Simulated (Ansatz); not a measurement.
# Run report: AgCl4, geometry relaxation

AgCl4 (P4/mmm, 5 atoms in the cell), computed with DFT, PBE, plane waves, PAW, no spin polarisation (Ansatz 0.2.0).

The structure was made by a generator, so it may or may not be a known phase. Some settings of this run were made unusual or wrong on purpose.

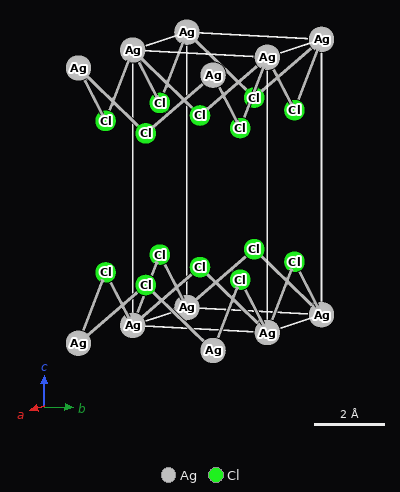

The starting structure (ball-and-stick view of the cell of the calculation, repeated 2 × 1 × 1, seen slightly off an axis).

## Outcome

| quantity | value |
| --- | --- |
| outcome | converged |
| space group (tolerance 0.01 Å) | P4/mmm (123) |
| electrons treated | 47 |
| free energy | −11907.7284 eV |
| Fermi energy | 2.287 eV |
| gap on the k-point mesh | none (metallic) |
| pressure | −0.02 GPa |
| final volume | 137.63 Å³ |
| largest force (length of the vector) at the end | 0.003 eV/Å |
| final cell | a = 4.159 Å, b = 4.159 Å, c = 7.959 Å, α = 90.00°, β = 90.00°, γ = 90.00° |
| hardware | 1 thread of Arm Neoverse N1, 16 GiB of memory available, shared host |
| wall time | 69 s |
| peak memory | 0.52 GiB |

## Remarks

The input was spoiled on purpose: relaxation steps far too long (`relax.max_displacement`). The run converged; whether the setting changed the result can't be told without a sound run beside it.

## Input file
```yaml
crystal:
  lattice:
    - [4.1585072996, 0.0, 0.0]
    - [0.0, 4.1585072996, 0.0]
    - [0.0, 0.0, 7.9586366728]
  atoms:
    - { symbol: Ag, position: [0.0, 0.0, 0.0] }
    - { symbol: Cl, position: [0.5, 0.0, 0.2246130711] }
    - { symbol: Cl, position: [0.0, 0.5, 0.7753869289] }
    - { symbol: Cl, position: [0.5, 0.0, 0.7753869289] }
    - { symbol: Cl, position: [0.0, 0.5, 0.2246130711] }
basis:
  ecutwfc: 420
kpoints:
  mp_grid: { grid: [10, 10, 6] }
hamiltonian:
  xc: pbe
scf:
  occupations: { method: gaussian, width: 0.1 }
  max_iter: 80
output:
  forces: true
  eigenvalues: true
  stress: true
relax:
  adjacent_minimum: "off"
  f_tol: 0.01
  max_steps: 80
  cell: { stress_tol: 0.05 }
  max_displacement: 5.0
```

Command:
```bash
ansatz run input.yaml --threads 1 --pin off --max-ram 2048MiB --backend cpu --events-out ev --progress --plain --runs-dir out
```

## What the program printed
```
The last accepted step is kept in [file] (removed where the run ends without a failure and the disk answers)
Engine: ansatz 0.2.0, aarch64-unknown-linux-gnu
Pseudopotentials: kind: paw
Pseudopotential: Ag, paw, valence charge 19, recommended cutoff 420 eV (normal), Ag.paw.azcp
Pseudopotential: Cl, paw, valence charge 7, recommended cutoff 420 eV (normal), Cl.paw.azcp
Functional definition: PBE
  parameter kappa = 0.804
  parameter beta = 0.06672455060314922
  exchange = pbe_x(kappa = kappa, mu = beta*pi^2/3)
  correlation = pbe_c(beta = beta)
Crystal: 5 atoms, lattice volume = 137.630 Å³
Basis set: ecut = 420 eV, 2691 PW (Γ), exchange–correlation on 60×60×108 points (8 copies of the dense FFT grid, shifted against one another)
Bands: 29, of which v1, the nominal top of the filled ones, is band 24 counted from 1 (23 counted from 0)
Symmetry: 16 space group operations
Space group: P4/mmm (ITA 123), of the structure as read, at distance tolerance 5.2e-5 Å
k-points: 84 of 600
Non-local potential: Ag, projectors of the file, l = 0: 3, l = 1: 2, l = 2: 2, l = 3: 1
Non-local potential: Cl, projectors of the file, l = 0: 2, l = 1: 2, l = 2: 2
PAW form: soft (Blöchl's): semilocal exchange-correlation on the pseudo side does not see the compensation charge
PAW one-centre angular grid: Ag, 590 points (default); XC on 64 Gauss nodes
PAW one-centre angular grid: Cl, 110 points (default); XC on 64 Gauss nodes
Initial density: superposition of atomic densities (neutral atoms: chi_scale 0, normalization atom), corrected by the library's trained network
Initial wavefunctions: pseudopotential atomic-orbital guess
Functional: x = pbe(κ = 0.804, μ = 0.2195149727645171), c = pbe(β = 0.06672455060314922)
SCF iter   1: F=—  HF=-11907.743107 eV  |F-HF|=—  |Δ(HF+E_count)|=         —  Δρ=5.70e-3  dr2=8.62e-2  ethr=1.77e-3  ⟨swp⟩=6.8  Hψ=10833  notcnv=0
preconditioner: auto → LDOS  [metal: Δε(μ)=0.005 eV  Ē_g=10.099 eV  σ=0.100 eV  W_gap=0.03  n_scr=36 (ndim 8)  ℏωp=19.8 eV  f_vac=0.211  D(μ)=4.87/eV (n_scr^D=38)  β→1.0]
SCF iter   2: F=—  HF=-11907.730695 eV  |F-HF|=—  |Δ(HF+E_count)|=   1.24e-2  Δρ=2.83e-3  dr2=1.50e-2  ethr=1.83e-4  ⟨swp⟩=2.4  Hψ=4139  notcnv=0  defer=28
SCF iter   3: F=—  HF=-11907.730831 eV  |F-HF|=—  |Δ(HF+E_count)|=   1.36e-4  Δρ=1.62e-3  dr2=1.01e-2  ethr=3.20e-5  ⟨swp⟩=2.0  Hψ=3979  notcnv=0  defer=28
SCF iter   4: F=—  HF=-11907.728453 eV  |F-HF|=—  |Δ(HF+E_count)|=   2.38e-3  Δρ=3.66e-4  dr2=1.99e-4  ethr=2.14e-5  ⟨swp⟩=2.0  Hψ=3681  notcnv=0  defer=28
SCF iter   5: F=—  HF=-11907.728479 eV  |F-HF|=—  |Δ(HF+E_count)|=   2.64e-5  Δρ=4.24e-5  dr2=1.27e-6  ethr=4.23e-7  ⟨swp⟩=2.0  Hψ=3789  notcnv=0  defer=28
SCF iter   6: F=—  HF=-11907.728437 eV  |F-HF|=—  |Δ(HF+E_count)|=   4.19e-5  Δρ=1.18e-5  dr2=1.43e-7  ethr=2.13e-10  ⟨swp⟩=8.3  Hψ=12741  notcnv=0
SCF iter   7: F=-11907.728437 eV  HF=-11907.728437 eV  |F-HF|=4.22e-9  |Δ(HF+E_count)|=   1.35e-7  Δρ=2.00e-6  dr2=3.29e-9  ethr=2.13e-10  ⟨swp⟩=5.0  Hψ=9316  notcnv=0
SCF 1 converged in 7 iterations: F = -11907.728437 eV  dr2 = 3.29e-9
  greatest PAW one-centre occupation: 1.000 electrons in one spin orbital (limit 2), on the Ag atom at site 0 (counted from 0), in its partial waves of l = 0
relax step   1: F+E_penalty+E_count = -11907.72843714 eV  Δ(F+E_penalty+E_count) = +0.000e0 eV  max|allowed force component| = 3.289e-3 eV/Å  Δτ_max = 0.0000 Å  P = -0.019 GPa  Ω = 137.630 Å³  (7 SCF iters, dr2 threshold 1.00e-7 eV, accepted)
Initial density: handed on by an earlier stage of this run
Initial wavefunctions: pseudopotential atomic-orbital guess (no wavefunctions were taken with the density)
iter 1 solved again at ethr=1.61e-7 eV; its pass at ethr=3.10e-3 eV (dr2=7.58e-5 eV) is discarded
SCF iter   1: F=—  HF=-11907.728482 eV  |F-HF|=—  |Δ(HF+E_count)|=         —  Δρ=1.96e-6  dr2=2.68e-9  ethr=1.61e-7  ⟨swp⟩=3.5  Hψ=17276  notcnv=0
eigensolver tolerance schedule: the retry pair's looser diagonalisation over-reported the residual by 28288.01 of it (diagonalisation noise at an unbounded share of the residual, at the tolerance the schedule requests for it); recorded, not acted on — ethr = c·dr2/N_el stays at c = 1.0e-1
preconditioner: auto → LDOS  [metal: Δε(μ)=0.011 eV  Ē_g=10.106 eV  σ=0.100 eV  W_gap=0.06  n_scr=36 (ndim 8)  ℏωp=19.8 eV  f_vac=0.211  D(μ)=5.04/eV (n_scr^D=38)  β→1.0]
SCF iter   2: F=—  HF=-11907.728437 eV  |F-HF|=—  |Δ(HF+E_count)|=   4.52e-5  Δρ=1.68e-6  dr2=2.88e-9  ethr=5.70e-12  ⟨swp⟩=3.9  Hψ=6768  notcnv=0
SCF iter   3: F=—  HF=-11907.728437 eV  |F-HF|=—  |Δ(HF+E_count)|=   1.30e-8  Δρ=7.62e-7  dr2=8.62e-10  ethr=5.70e-12  ⟨swp⟩=2.0  Hψ=3430  notcnv=0
SCF iter   4: F=-11907.728437 eV  HF=-11907.728437 eV  |F-HF|=1.82e-12  |Δ(HF+E_count)|=   3.06e-9  Δρ=1.82e-7  dr2=4.58e-11  ethr=1.00e-12  ⟨swp⟩=4.6  Hψ=11491  notcnv=0
SCF 2 converged in 4 iterations: F = -11907.728437 eV  dr2 = 4.58e-11
relax step   2: F+E_penalty+E_count = -11907.72843714 eV  Δ(F+E_penalty+E_count) = -1.137e-9 eV  max|allowed force component| = 3.276e-3 eV/Å  Δτ_max = 0.0000 Å  P = -0.019 GPa  Ω = 137.630 Å³  stress off target by 1.94e-2 GPa  SCF on the basis re-selected at this cell (its energy is not comparable with the rows above)  (4 SCF iters)
```

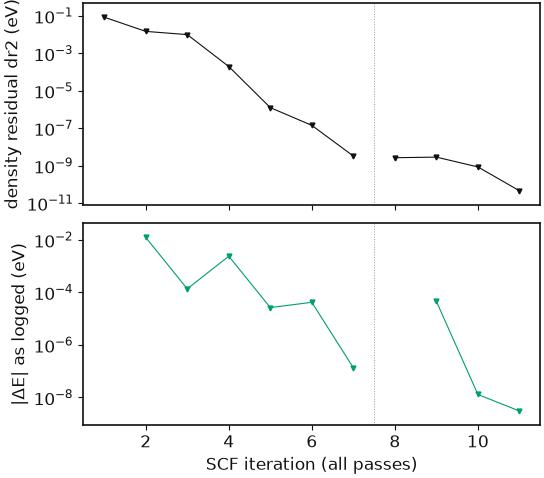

Convergence of the self-consistent field: density residual dr2 and size of the energy change against the SCF iteration. The dotted lines part the SCF passes of the relaxation: geometry steps, rejected trials and re-solves on a re-selected basis. The passes take 7 and 4 iterations.

```
basis re-selected at this cell: Δ(F+E_penalty+E_count) = -1.137e-9 eV, ΔP = +0.000 GPa vs the last step (what re-selecting the basis moved, of the pressure what is left beyond the Pulay correction that the steps carried, after the strain that the cell walked since its last selection, with what the two solves' SCF thresholds leave and, on support functions, any second-order correction that the steps lacked; it is no measure of the basis error at this ecutwfc). This SCF's stress stands 1.94e-2 GPa from its target on what of the cell is left free (relax.cell.stress_tol is 5.00e-2 GPa) and its largest allowed force component is 3.28e-3 eV/Å (relax.f_tol is 1.00e-2 eV/Å): within both
SCF converged after 4 iterations
Free energy (F): -11907.728437 eV
Harris-Foulkes:  -11907.728437 eV  (|F-HF|=1.82e-12)
Internal energy: -11907.703226 eV  (E = F + TS)
E sigma→0 (E₀):  -11907.715832 eV
Entropy (-TS):   -0.025211 eV (-5.042 meV/atom)
Fermi energy:    2.287375 eV
--- Per-component energies (eV) ---
  E_band       = -580.023459
  E_kinetic    = 1161.470410
  E_local      = -6180.504654  (includes V_loc(G=0)·N_el)
  E_nonlocal   = 197.595037
  E_hartree    = 2677.141644
  E_xc         = -606.538703
  E_vxc        = -713.783332  (∫ρ·V_xc dr)
  E_paw        = -6538.946991  (= ΣΔE_a)
  E_vpaw       = -399.085125  (= ΣTr[D̂ρ^β])
  E_aug_tail   = 0.000695  (compensation charges beyond the density's cutoff)
  E_ewald      = -2617.920664
  E_smearing   = -0.025211  (= −TS)
  E_closure    = 0.000000  (closes the sum)
  Σ components = -11907.728437   (vs F -11907.728437, Δ=0.00e0)
--- Forces (eV/Å), atoms counted from 1 ---
  atom   1  Ag    -0.00000000    -0.00000000     0.00000000
  atom   2  Cl     0.00000000     0.00000000    -0.00327618
  atom   3  Cl     0.00000000     0.00000000     0.00327618
  atom   4  Cl     0.00000000     0.00000000     0.00327618
  atom   5  Cl     0.00000000     0.00000000    -0.00327618
  max |Σ_I F_I| component: 8.67e-19 eV/Å
--- Stress (GPa, compression-positive) ---
       -0.019421       0.000000       0.000000
        0.000000      -0.019421       0.000000
        0.000000       0.000000      -0.018897
  P = ⅓ Tr σ = -0.0192 GPa (-0.192 kbar)
--- Band table (eV; the first three rows and the last of 84) ---
  k-point 0: bands = ["-87.9211", "-51.4446", "-51.4130", "-51.4130", "-12.7460", "-12.5346", "-10.8989", "-10.7475", "-2.0130", "-2.0130", "-1.7704", "-1.2132", "-1.2132", "-1.1253", "-0.2091", "-0.1460", "0.0910", "0.7198", "0.7198", "1.5837", "2.0758", "2.1923", "2.1923", "2.6465", "2.6465", "6.4414", "9.0958", "9.2649", "10.4927"]
  k-point 1: bands = ["-87.9211", "-51.4446", "-51.4130", "-51.4130", "-12.7428", "-12.5382", "-10.8970", "-10.7496", "-2.0150", "-2.0150", "-1.7384", "-1.2091", "-1.2091", "-1.1191", "-0.2085", "-0.1460", "0.0308", "0.7163", "0.7163", "1.5508", "2.1003", "2.1940", "2.1940", "2.6446", "2.6446", "6.5592", "9.0461", "9.3168", "10.5424"]
  k-point 2: bands = ["-87.9211", "-51.4446", "-51.4130", "-51.4130", "-12.7360", "-12.5457", "-10.8929", "-10.7540", "-2.0187", "-2.0187", "-1.6686", "-1.2010", "-1.2010", "-1.1065", "-0.2050", "-0.1459", "-0.0962", "0.7092", "0.7092", "1.4920", "2.1421", "2.1976", "2.1976", "2.6406", "2.6406", "6.8179", "8.9322", "9.4791", "10.2587"]
  k-point 83: bands = ["-87.9211", "-51.4444", "-51.4136", "-51.4136", "-11.7330", "-11.7330", "-11.6641", "-11.6641", "-3.0194", "-2.3223", "-2.1327", "-1.6523", "-0.8752", "-0.8752", "-0.4353", "-0.0728", "-0.0728", "0.1036", "0.1480", "1.7232", "1.7232", "2.5877", "2.9100", "2.9611", "2.9896", "6.8031", "10.2035", "10.2998", "10.9732"]
--- Relaxed structure (1 steps of the walk, 1 accepted, 1 SCFs on fresh bases) ---
  F+E_penalty+E_count = -11907.72843714 eV   max|allowed force component| = 3.276e-3 eV/Å   (the final SCF, on the basis selected at the relaxed cell)
  cell:  # Å, volume = 137.6302 Å³
    - [4.1585072996, 0.0, 0.0]
    - [0.0, 4.1585072996, 0.0]
    - [0.0, 0.0, 7.9586366728]
  atoms:
    - { symbol: Ag, position: [0.0, 0.0, 0.0] }
    - { symbol: Cl, position: [0.49999999999999994, 0.0, 0.22461307109999998] }
    - { symbol: Cl, position: [0.0, 0.49999999999999994, 0.7753869288999999] }
    - { symbol: Cl, position: [0.49999999999999994, 0.0, 0.7753869288999999] }
    - { symbol: Cl, position: [0.0, 0.49999999999999994, 0.22461307109999998] }
```

## Trajectory as extended XYZ (Å, eV, eV/Å), 2 frames, from step=1 to step=2
```
5
Lattice="4.1585 0.0000 0.0000 0.0000 4.1585 0.0000 0.0000 0.0000 7.9586" Properties=species:S:1:pos:R:3:forces:R:3 step=1 energy=-11907.72844 pressure_GPa=-0.02
Ag    0.0000    0.0000    0.0000    0.0000   0.0000   0.0000
Cl    2.0793    0.0000    1.7876    0.0000   0.0000  -0.0033
Cl    0.0000    2.0793    6.1710    0.0000   0.0000   0.0033
Cl    2.0793    0.0000    6.1710    0.0000   0.0000   0.0033
Cl    0.0000    2.0793    1.7876    0.0000   0.0000  -0.0033
5
Lattice="4.1585 0.0000 0.0000 0.0000 4.1585 0.0000 0.0000 0.0000 7.9586" Properties=species:S:1:pos:R:3:forces:R:3 step=2 energy=-11907.72844 pressure_GPa=-0.02
Ag    0.0000    0.0000    0.0000    0.0000   0.0000   0.0000
Cl    2.0793    0.0000    1.7876    0.0000   0.0000  -0.0033
Cl    0.0000    2.0793    6.1710    0.0000   0.0000   0.0033
Cl    2.0793    0.0000    6.1710    0.0000   0.0000   0.0033
Cl    0.0000    2.0793    1.7876    0.0000   0.0000  -0.0033
```
